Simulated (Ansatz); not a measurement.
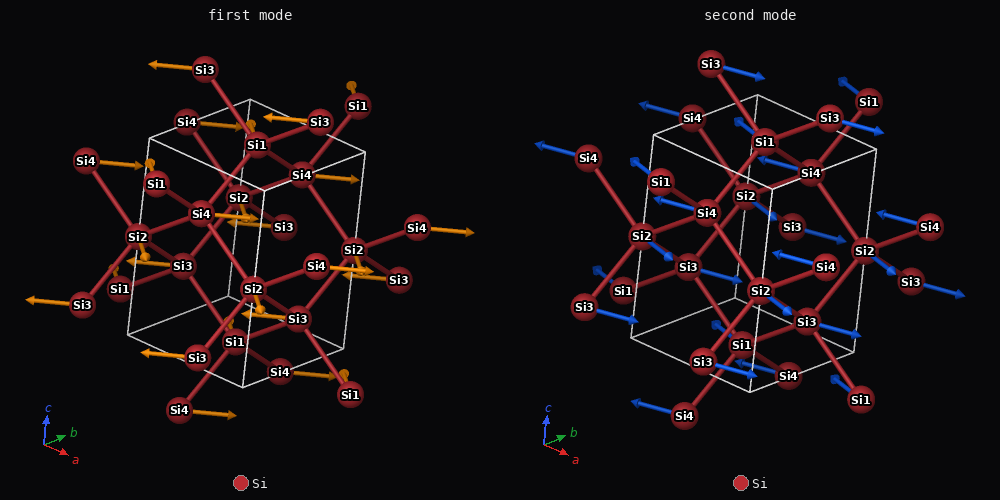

The system is Si (Fd-3m, No. 227; 4 atoms in the cell); the picture shows the reference structure; its two panels give the patterns of the first and the second mode as arrows. 
- The energy is mapped over two normal modes frozen in (zone-centre modes of the 4-atom cell of this scan, which folds in the wave vector (0, 1/2, 1/2) of the primitive cell).
- Coordinates scanned: (1) amplitude of mode 4 (135 cm⁻¹), largest displacement; (2) amplitude of mode 9 (461 cm⁻¹), largest displacement.
- Nothing is relaxed (the cell and all other modes fixed).
- The scan uses a 7 × 7 grid; 16 points were computed and 33 follow by symmetry.
- Points are written as (first, second).
- Energies: meV per cell, counted from the lowest grid point.
- Level of theory: Ansatz 0.2.0, DFT LDA, scalar-relativistic, plane waves, PAW. Settings: cutoff 420 eV, k-mesh 10×10×6 in the order of the run's cell vectors, gaussian smearing 0.05 eV, no spin polarisation.

Its coordinates:

```yaml
crystal:
  lattice:
    - [0.00000, -2.70080, -2.70080]
    - [0.00000, 2.70080, -2.70080]
    - [5.40160, 0.00000, 0.00000]
  atoms:
    - { symbol: Si, position: [0.50000, 0.50000, 0.00000] }
    - { symbol: Si, position: [0.00000, 0.00000, 0.50000] }
    - { symbol: Si, position: [0.00000, 0.50000, 0.25000] }
    - { symbol: Si, position: [0.50000, 0.00000, 0.75000] }
```

Range: amplitude of mode 4 (135 cm⁻¹), largest displacement from −0.126 to 0.126 Å; amplitude of mode 9 (461 cm⁻¹), largest displacement from −0.06 to 0.06 Å.

Question: What will the energy surface look like?

Answer: The lowest grid point is at (0.000 Å, 0.00 Å). It is the only kind of minimum in the scanned range. The highest grid point, (−0.126 Å, −0.06 Å), lies 216 meV above the lowest.

```csv
"second ↓, first →",−0.126,−0.084,−0.042,0.000,0.042,0.084,0.126
0.06,216,184,165,159,165,184,216
0.04,130,97,77,70,77,97,130
0.02,79,45,24,18,24,45,79
0.00,62,27,7,0,7,27,62
−0.02,79,45,24,18,24,45,79
−0.04,130,97,77,70,77,97,130
−0.06,216,184,165,159,165,184,216
```

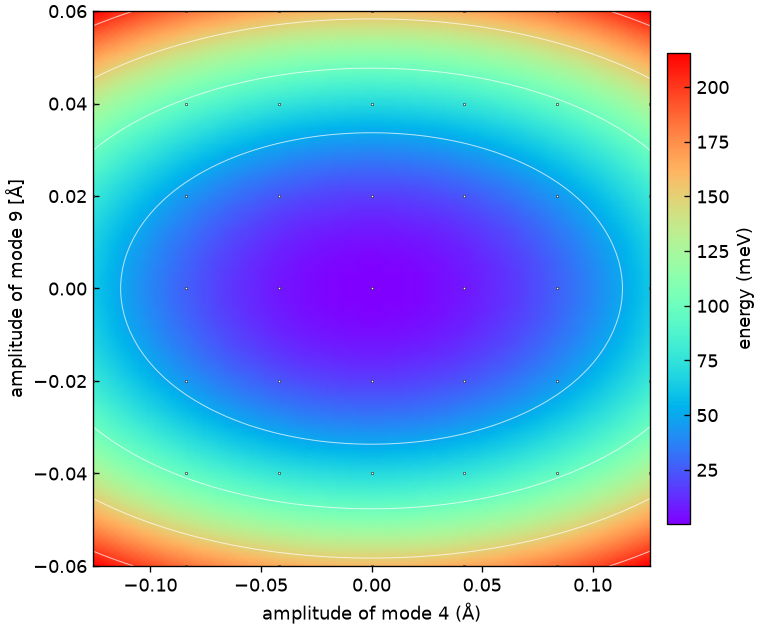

In the figure: a smooth colour map with a few white contour lines, dots at the grid points. Between grid points the surface is interpolated.

Each point was launched as `ansatz run input.yaml --threads 1 --pin off --max-ram 2048MiB --backend cpu --events-out ev --progress --plain --runs-dir out`. The whole map (16 points run) took 10 min on 1 thread of Arm Neoverse N1, with other jobs on the host.

PAW datasets: the set soft_1.
